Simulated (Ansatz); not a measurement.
# A series of single points on Rb

System: Rb (I4/mmm, 1 atom in the cell).
Method: Kohn-Sham DFT of a periodic cell, r2SCAN0, Ansatz PAW earlier set, no spin polarisation (Ansatz 0.2.0).

The 5 runs differ only in the geometry, by an even scaling of the cell at fixed fractional positions. The structure derives from a Materials Project entry.

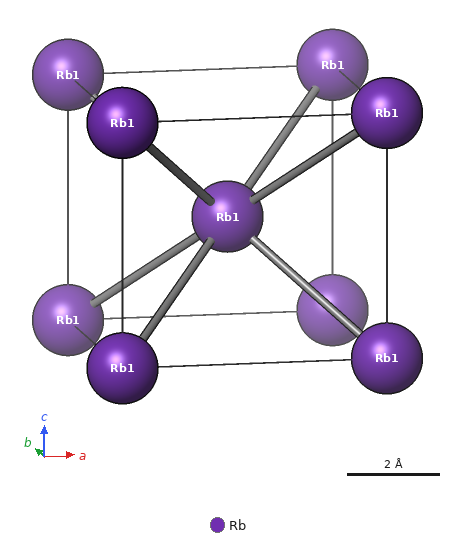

Figure 1. The structure of run 3 (ball-and-stick view of the cell 2 times as large as that of the calculation, set on its symmetry axes, seen slightly off an axis; atoms are numbered from 1 in the order of the input).

## Input of run 3
```yaml
crystal:
  lattice:
    - [-2.9545118615, 2.9545118615, 2.7308451955]
    - [2.9545118615, -2.9545118615, 2.7308451955]
    - [2.9545118615, 2.9545118615, -2.7308451955]
  atoms:
    - { symbol: Rb, position: [0.0, 0.0, 0.0] }
hamiltonian:
  xc: r2scan0
  pseudopotentials: { kind: paw, source: ansatz }
kpoints:
  mp_grid: { grid: [4, 4, 4] }
scf:
  occupations: { method: gaussian, width: 0.1 }
output:
  forces: true
  stress: true
  eigenvalues: true
```

Command:
```bash
ansatz run input.yaml --threads 1 --pin off --max-ram 2560MiB --backend cpu --events-out ev --progress --plain --runs-dir out
```

Lattice vectors (Å) and fractional positions of run 3:
```
  -2.954512    2.954512    2.730845
   2.954512   -2.954512    2.730845
   2.954512    2.954512   -2.730845
Rb  0.000000  0.000000  0.000000
```

Run 4 differs from it as follows:
```diff
-    - [-2.9545118615, 2.9545118615, 2.7308451955]
-    - [2.9545118615, -2.9545118615, 2.7308451955]
-    - [2.9545118615, 2.9545118615, -2.7308451955]
+    - [-2.9740787355, 2.9740787355, 2.7489307901]
+    - [2.9740787355, -2.9740787355, 2.7489307901]
+    - [2.9740787355, 2.9740787355, -2.7489307901]
```

## Results, with one run withheld

| run | volume per atom (Å³) | free energy per atom, from the lowest run given (meV) | pressure (GPa) |
| --- | --- | --- | --- |
| 1 | 91.538 | 3.87 | 0.20 |
| 2 | 93.445 | 1.86 | 0.14 |
| 3 | 95.352 | 0.59 | 0.08 |
| 4 | 97.259 | ? | ? |
| 5 | 99.166 | 0.00 | −0.03 |

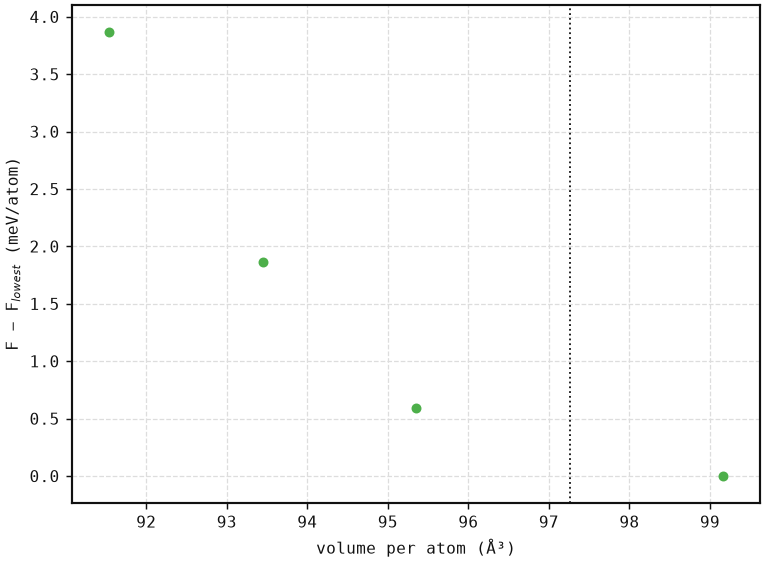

Figure 2. Free energy per atom of the runs given; the dotted line marks run 4.

What should run 4 give?

A quadratic polynomial in V^(−2/3) (the Birch–Murnaghan form), fitted to the 4 runs given, misses them by under 0.01 meV per atom. With x = V^(−2/3) − 0.04810 Å⁻², it reads F = 0.88904 + 1740.1 x + 7.8346e+05 x² (meV per atom). At run 4 it gives −0.01 meV per atom, and the run itself gives −0.01. The slope of the fit gives a pressure −dF/dV of 0.02 GPa there, and the run prints 0.02 GPa. The fit has its minimum at 98.175 Å³ per atom, where V d²F/dV² gives 2.51 GPa. Cell shape and fractional positions are held, so this is the stiffness under even scaling; the relaxed bulk modulus wasn't computed.

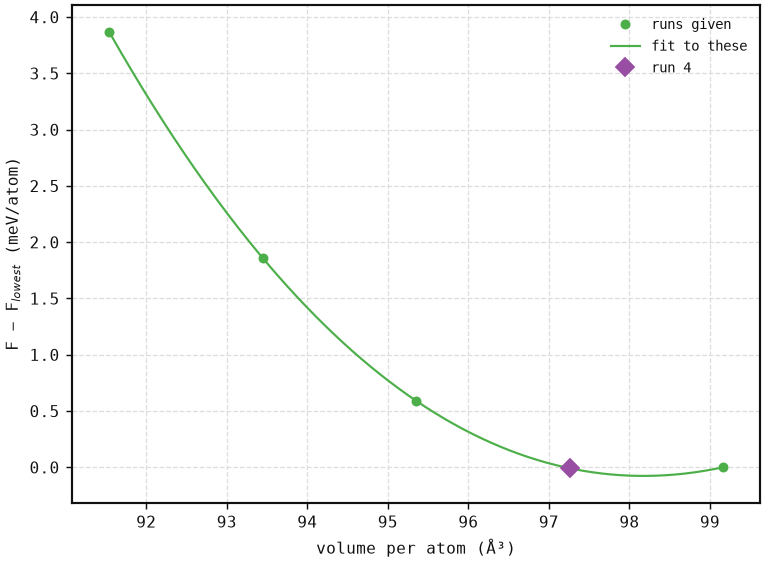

Figure 3. The fit and the withheld run.

## Output, shortened to warnings, some set-up lines, iterations and results (run 4)
```
Warning: output.stress: scf.convergence.dr2_threshold = 1e-7 eV (the SCF's general default) is looser than the 1e-10 eV advised for a printed stress (1e-10 eV for each atom of the cell: 1). What an SCF threshold leaves in a stress goes as its square root, and in the free energy as the threshold itself, and one threshold admits the most on a small cell: of the crystals measured, under no hybrid …
Warning: output.stress: scf.exx.energy_threshold = 1e-6 eV is looser than the 1e-8 eV advised for a stress under a hybrid functional (1e-8 eV for each atom of the cell: 1). Every SCF of the exchange loop can meet its threshold on dr2 while the loop round them stops early: no threshold on dr2 bounds what that leaves in the stress. Set scf.exx.energy_threshold to 1e-8 eV or tighter. The threshold …
Basis set: ecut = 390 eV, 1673 PW (Γ), exchange–correlation on 144×144×144 points (64 copies of the dense FFT grid, shifted against one another)
Symmetry: 16 space group operations
k-points: 13 of 64
Initial density: superposition of atomic densities (chi_scale 0.1, normalization cell)
[...]
SCF iter   1: F=—  HF=-3284.500954 eV  |F-HF|=—  |Δ(HF+E_count)|=         —  Δρ=3.30e-3  dr2=2.54e-2  dr2_τ=1.85e-4  ethr=2.71e-4  ⟨swp⟩=7.5  Hψ=932  notcnv=0
SCF iter   2: F=—  HF=-3284.520176 eV  |F-HF|=—  |Δ(HF+E_count)|=   1.92e-2  Δρ=1.31e-3  dr2=4.09e-3  dr2_τ=1.15e-4  ethr=2.71e-4  ⟨swp⟩=3.8  Hψ=328  notcnv=0
SCF iter   3: F=—  HF=-3284.524353 eV  |F-HF|=—  |Δ(HF+E_count)|=   4.18e-3  Δρ=4.60e-4  dr2=2.78e-4  dr2_τ=1.09e-5  ethr=3.08e-6  ⟨swp⟩=2.0  Hψ=456  notcnv=0
SCF iter   4: F=—  HF=-3284.524910 eV  |F-HF|=—  |Δ(HF+E_count)|=   5.57e-4  Δρ=6.70e-5  dr2=4.40e-6  dr2_τ=2.81e-7  ethr=3.08e-6  ⟨swp⟩=3.1  Hψ=227  notcnv=0
SCF iter   5: F=—  HF=-3284.524912 eV  |F-HF|=—  |Δ(HF+E_count)|=   1.60e-6  Δρ=9.34e-6  dr2=8.42e-8  dr2_τ=3.71e-9  ethr=4.89e-8  ⟨swp⟩=3.4  Hψ=241  notcnv=0
[... 9 lines ...]
SCF iter   2: F=—  HF=-3284.326192 eV  |F-HF|=—  |Δ(HF+E_count)|=   3.04e-8  Δρ=1.76e-6  dr2=1.78e-6  dr2_τ=2.40e-10  ethr=9.14e-10  ⟨swp⟩=3.0  Hψ=219  notcnv=0
SCF iter   3: F=—  HF=-3284.326225 eV  |F-HF|=—  |Δ(HF+E_count)|=   3.27e-5  Δρ=8.98e-6  dr2=1.25e-7  dr2_τ=4.44e-9  ethr=2.86e-11  ⟨swp⟩=4.8  Hψ=398  notcnv=0  defer=5
SCF iter   4: F=—  HF=-3284.326225 eV  |F-HF|=—  |Δ(HF+E_count)|=   5.24e-8  Δρ=1.12e-6  dr2=1.33e-8  dr2_τ=6.26e-11  ethr=2.86e-11  ⟨swp⟩=4.1  Hψ=298  notcnv=0  defer=1
SCF iter   5: F=-3284.326225 eV  HF=-3284.326225 eV  |F-HF|=1.00e-9  |Δ(HF+E_count)|=   1.95e-9  Δρ=5.17e-7  dr2=1.10e-8  dr2_τ=8.07e-12  ethr=2.15e-11  ⟨swp⟩=3.5  Hψ=262  …
SCF 3 converged in 5 iterations: F = -3284.326225 eV  dr2 = 1.10e-8
  Residual-converged pass: ⟨swp⟩=2.5  Hψ=168  notcnv=0  max |occ|·‖R‖ = 2.3e-6 eV (tolerance 2.4e-6 eV)  dr2=1.10e-8  dr2_τ=8.38e-12  dr2_onsite=1.64e-11  max |Δocc| = 4.8e-19
hybrid outer 2: dexx = +7.414e-8 eV, tail = 2.20e-8 eV, Δε = 5.13e-4 eV (about 8.89e-5 eV left of the loop's levels)
hybrid SCF converged: 2 outer / 9 inner (+7 warm-up), last move |dexx| = 7.41e-8 eV, tail = 2.20e-8 eV
Stability not checked: this state was not tested for a lower state beside it, because the functional holds exact exchange (a hybrid, or Hartree-Fock), whose exchange loop this test does not read (fock_operator; see scf.lower_state_search)
Free energy (F): -3284.326225 eV
Frozen-core exchange: fock
Harris-Foulkes:  -3284.326225 eV  (|F-HF|=1.00e-9)
Internal energy: -3284.316709 eV  (E = F + TS)
E sigma→0 (E₀):  -3284.321467 eV
Entropy (-TS):   -0.009516 eV (-9.516 meV/atom)
Fermi energy:    1.589442 eV
--- Per-component energies (eV) ---
  E_band       = -142.122194
  E_kinetic    = 159.401503
  E_local      = -355.470607  (includes V_loc(G=0)·N_el)
  E_nonlocal   = -161.527283
  E_hartree    = 204.984824
  E_xc         = -72.917943
  E_vxc        = -96.222857  (∫ρ·V_xc dr)
  E_exx        = -22.966974  (= α·E_x^exact, valence–valence)
  E_paw        = -2669.146840  (= ΣΔE_a)
  E_vpaw       = -57.312164  (= ΣTr[D̂ρ^β])
  E_aug_tail   = 0.000007  (compensation charges beyond the density's cutoff)
  E_vtau       = 4.973317  (kinetic-family band-sum trace: ∫τ·v_τ [+ j·A + Jᵃ·Aᵃ] dr)
  E_ewald      = -366.234451
  E_core_change = -0.438946  (= ΣΔE_core)
  E_smearing   = -0.009516  (= −TS)
  E_closure    = 0.000000  (closes the sum)
  Σ components = -3284.326225   (vs F -3284.326225, Δ=0.00e0)
--- Forces (eV/Å), atoms counted from 1 ---
  atom   1  Rb     0.00000000     0.00000000     0.00000000
  max |Σ_I F_I| component: 4.93e-32 eV/Å
--- Stress (GPa, compression-positive) ---
        0.149964      -0.000000       0.000000
       -0.000000       0.149964       0.000000
        0.000000       0.000000      -0.230342
  P = ⅓ Tr σ = 0.0232 GPa (0.232 kbar)
```

The program warns: the exchange loop's threshold is looser than advised for the stress; the SCF threshold is looser than advised for the printed stress.
